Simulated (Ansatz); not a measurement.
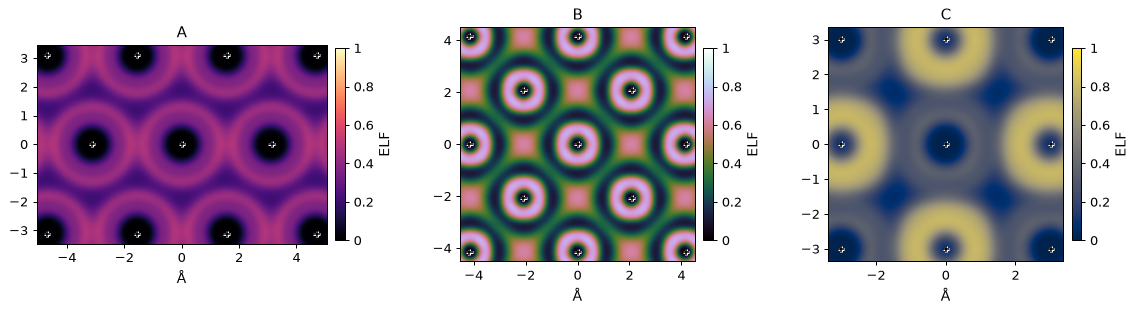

The electron localisation function of 3 systems, each on a plane through atoms (crosses mark nuclei in the plane).

Computed with Kohn-Sham DFT of a periodic cell, HSE06, Ansatz PAW in Ansatz.

System 1: SnSe, the (010) plane of the conventional cell. Space group Fm-3m.

```
CELL_PARAMETERS angstrom
6.02000 0.00000 0.00000
0.00000 6.02000 0.00000
0.00000 0.00000 6.02000
ATOMIC_POSITIONS crystal
Sn 0.00000 0.00000 0.00000
Sn 0.50000 0.50000 0.00000
Sn 0.50000 0.00000 0.50000
Sn 0.00000 0.50000 0.50000
Se 0.50000 0.00000 0.00000
Se 0.00000 0.50000 0.00000
Se 0.00000 0.00000 0.50000
Se 0.50000 0.50000 0.50000
```

System 2: Sb, the (101) plane of the conventional cell. Space group I4/mmm; a structure from a database of computed crystals, not necessarily the ambient phase.

```yaml
crystal:
  lattice:
    - [3.13192, 0.00000, 0.00000]
    - [0.00000, 3.13192, 0.00000]
    - [0.00000, 0.00000, 5.38747]
  atoms:
    - { symbol: Sb, position: [0.00000, 0.00000, 0.00000] }
    - { symbol: Sb, position: [0.50000, 0.50000, 0.50000] }
```

System 3: Ta, the (010) plane of the conventional cell. Space group Fm-3m; computed pressure about 7 GPa in this cell.

```yaml
crystal:
  lattice:
    - [4.16297, 0.00000, 0.00000]
    - [0.00000, 4.16297, 0.00000]
    - [0.00000, 0.00000, 4.16297]
  atoms:
    - { symbol: Ta, position: [0.00000, 0.00000, 0.00000] }
    - { symbol: Ta, position: [0.50000, 0.50000, 0.00000] }
    - { symbol: Ta, position: [0.50000, 0.00000, 0.50000] }
    - { symbol: Ta, position: [0.00000, 0.50000, 0.50000] }
```

Q: Which map belongs to which system?

A: Panel A is system 2, Sb: the plane holds Sb. Sb–Sb (3.13 Å): the ELF is about 0.45 at the midpoint. Panel B is system 3, Ta: the plane holds Ta. Ta–Ta (2.94 Å): the ELF is about 0.30 at the midpoint (no localised pair shows between them). Panel C is system 1, SnSe: the plane holds Sn and Se. Sn–Se (3.01 Å): the ELF is about 0.40 at the midpoint and 0.30 at its lowest between the atoms.
